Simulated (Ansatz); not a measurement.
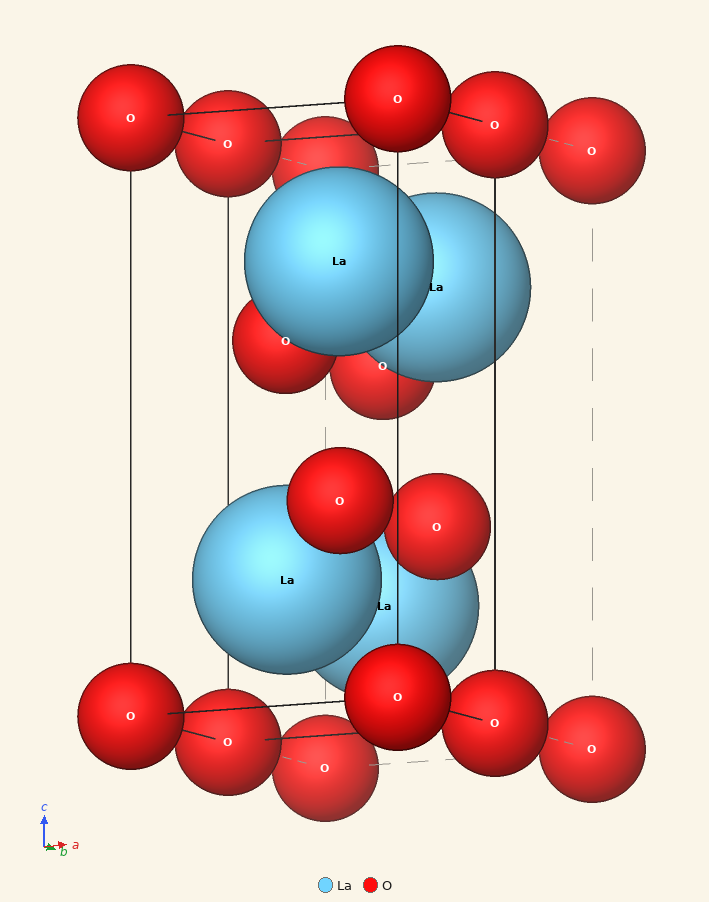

A spheres-only rendering, viewed from a general direction. The structure is repeated 1×2×1 times; solid lines mark one simulation cell.

The program read this input:
```yaml
crystal:
  lattice:
    - [3.935101541, -0.0849981933, 0.0]
    - [-2.0411613652, 3.4503969976, 0.0]
    - [0.0, 0.0, 6.1262271606]
  atoms:
    - { symbol: La, position: [0.6580433991, 0.3333382381, 0.7537099431] }
    - { symbol: La, position: [0.3419566009, 0.6666617619, 0.2462900569] }
    - { symbol: O, position: [0.6628661554, 0.3330022044, 0.3538556718] }
    - { symbol: O, position: [0.3371338446, 0.6669977956, 0.6461443282] }
    - { symbol: O, position: [0.0, 0.0, 0.0] }
kpoints:
  mp_grid: { grid: [12, 12, 4] }
  band_path:
    path:
      - [0.0, 0.0, 0.0]
      - [0.5, 0.0, 0.0]
      - [0.3333333333, 0.3333333333, 0.0]
      - [0.0, 0.0, 0.5]
      - [0.5, 0.0, 0.5]
      - [0.3333333333, 0.3333333333, 0.5]
      - [0.255208, 0.239583, -0.489583]
      - [0.5, 0.5, 0.0]
    npoints: 1
hamiltonian:
  xc: r2scan
scf:
  occupations: { method: fixed }
  n_extra_bands: 5
output:
  forces: true
  stress: true
  eigenvalues: true
  write_density: true
  write_potential: true
  elf: true
  volumetric_format: npy
```
Run as:
```sh
ansatz run input.yaml --threads 4 --pin off --max-ram 4608MiB --backend cpu --events-out ev --progress --plain --runs-dir out
```

All computed values are from DFT, r2SCAN, plane waves, PAW in Ansatz 0.2.0. Settings: wavefunction cutoff 500 eV, k-grid 12×12×4, no spin polarisation.

Does it come out as a metal, or with a gap?

Answer. An insulator at this level, with a gap of 4.17 eV, indirect; the smallest direct gap is 4.35 eV.

Under what pressure is the structure?

Answer. The computed pressure is 0.1 GPa, close to zero. The stress isn't hydrostatic: its largest component is 1.8 GPa.

The initial geometry was a structure listed in the Materials Project. The cell was then strained or its atoms displaced on purpose. It was the input of a calculation with Ansatz.
